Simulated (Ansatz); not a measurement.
Si$_{23}$C$_{24}$ (cell with a defect)

Input file:

```
crystal:
  lattice:
    - [6.19, 0.0, 0.0]
    - [-3.095, 5.3606972494, 0.0]
    - [0.0, 0.0, 15.17]
  atoms:
    - { symbol: Si, position: [0.0, 0.0, 0.125] }
    - { symbol: Si, position: [0.0, 0.5, 0.125] }
    - { symbol: Si, position: [0.5, 0.0, 0.125] }
    - { symbol: Si, position: [0.5, 0.5, 0.125] }
    - { symbol: Si, position: [0.0, 0.0, 0.625] }
    - { symbol: Si, position: [0.0, 0.5, 0.625] }
    - { symbol: Si, position: [0.5, 0.0, 0.625] }
    - { symbol: Si, position: [0.5, 0.5, 0.625] }
    - { symbol: Si, position: [0.1666666666, 0.3333333334, 0.2917] }
    - { symbol: Si, position: [0.1666666666, 0.8333333334, 0.2917] }
    - { symbol: Si, position: [0.6666666666, 0.3333333334, 0.2917] }
    - { symbol: Si, position: [0.6666666666, 0.8333333334, 0.2917] }
    - { symbol: Si, position: [0.3333333334, 0.1666666666, 0.7917] }
    - { symbol: Si, position: [0.3333333334, 0.6666666666, 0.7917] }
    - { symbol: Si, position: [0.8333333334, 0.1666666666, 0.7917] }
    - { symbol: Si, position: [0.8333333334, 0.6666666666, 0.7917] }
    - { symbol: Si, position: [0.1666666666, 0.8333333334, 0.9583] }
    - { symbol: Si, position: [0.6666666666, 0.3333333334, 0.9583] }
    - { symbol: Si, position: [0.6666666666, 0.8333333334, 0.9583] }
    - { symbol: Si, position: [0.3333333334, 0.1666666666, 0.4583] }
    - { symbol: Si, position: [0.3333333334, 0.6666666666, 0.4583] }
    - { symbol: Si, position: [0.8333333334, 0.1666666666, 0.4583] }
    - { symbol: Si, position: [0.8333333334, 0.6666666666, 0.4583] }
    - { symbol: C, position: [0.0, 0.0, 0.0079103494], spin: 0.5 }
    - { symbol: C, position: [0.0, 0.5, 0.0], spin: 0.5 }
    - { symbol: C, position: [0.5, 0.0, 0.0] }
    - { symbol: C, position: [0.5, 0.5, 0.0], spin: 0.5 }
    - { symbol: C, position: [0.0, 0.0, 0.5] }
    - { symbol: C, position: [0.0, 0.5, 0.5] }
    - { symbol: C, position: [0.5, 0.0, 0.5] }
    - { symbol: C, position: [0.5, 0.5, 0.5] }
    - { symbol: C, position: [0.1666666666, 0.3333333334, 0.1667] }
    - { symbol: C, position: [0.1666666666, 0.8333333334, 0.1667] }
    - { symbol: C, position: [0.6666666666, 0.3333333334, 0.1667] }
    - { symbol: C, position: [0.6666666666, 0.8333333334, 0.1667] }
    - { symbol: C, position: [0.3333333334, 0.1666666666, 0.6667] }
    - { symbol: C, position: [0.3333333334, 0.6666666666, 0.6667] }
    - { symbol: C, position: [0.8333333334, 0.1666666666, 0.6667] }
    - { symbol: C, position: [0.8333333334, 0.6666666666, 0.6667] }
    - { symbol: C, position: [0.1666666666, 0.3333333334, 0.8333], spin: 0.5 }
    - { symbol: C, position: [0.1666666666, 0.8333333334, 0.8333] }
    - { symbol: C, position: [0.6666666666, 0.3333333334, 0.8333] }
    - { symbol: C, position: [0.6666666666, 0.8333333334, 0.8333] }
    - { symbol: C, position: [0.3333333334, 0.1666666666, 0.3333] }
    - { symbol: C, position: [0.3333333334, 0.6666666666, 0.3333] }
    - { symbol: C, position: [0.8333333334, 0.1666666666, 0.3333] }
    - { symbol: C, position: [0.8333333334, 0.6666666666, 0.3333] }
magnetization:
  spin_polarized: true
kpoints:
  mp_grid: { grid: [4, 4, 2] }
scf:
  occupations: { method: fermi_dirac, width: 0.01 }
hamiltonian:
  xc: pbe
  pseudopotentials: { kind: paw }
output:
  forces: true
  stress: true
  populations: true
  efg: { contact_densities: true }
  write_density: true
  write_potential: true
  elf: true
  volumetric_format: npy
relax:
  f_tol: 0.03
  max_steps: 40
```

Run with:

```sh
ansatz run input.yaml --threads 4 --pin off --max-ram 8192MiB --backend cpu --events-out ev --progress --plain --runs-dir out
```

The fields are those of the run's last geometry, not of the input's.

The SCF solution may not be the lowest one; the program warned that a starting moment wasn't kept; spin-polarised, but the moments vanished.

Theory: DFT, PBE, plane-wave PAW, default files, scalar-relativistic (Ansatz 0.2.0).

Core electrons are frozen (PAW), and the valence fields are smoothed inside the atomic spheres.

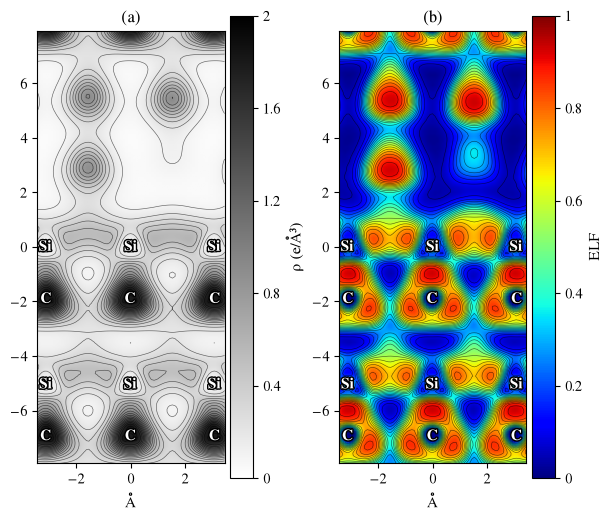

Figure 1. (a) valence pseudo-density; (b) electron localisation function on the (100) plane of the calculation cell.

### What do the fields say about this system?

- The plane passes through Si and C nuclei.
- Atoms just off the plane (Si, 0.8 Å away and C, 0.9 Å away) can leave unmarked features too.
- Si–C (1.91 Å): ρ is about 0.85 e/Å³ halfway; the ELF peaks at about 0.95 between the atoms; localised, covalent bonding.
- Between the atoms the lowest density in this plane is 0.03 e/Å³.

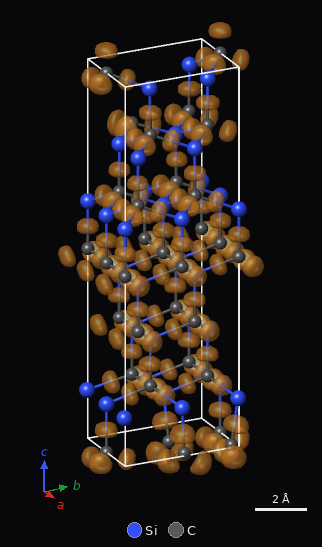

Figure 2. Isosurface of the electron localisation function at 0.85 (orange), seen slightly off an axis. Core shells and regions of very low density are left out. Sticks mark near contacts.

### Describe the localisation domains.

At this value the surface marks out 92 regions between bonded C–Si atoms (shared pairs), counted in one cell of 47 atoms. Regions shared between cells count once.


Si–C (1.84 Å): the ELF peaks at about 0.95 between the atoms, as expected for localised, covalent bonding. Si–C (1.88 Å): the ELF peaks at about 0.95 between the atoms, as expected for a shared electron pair.
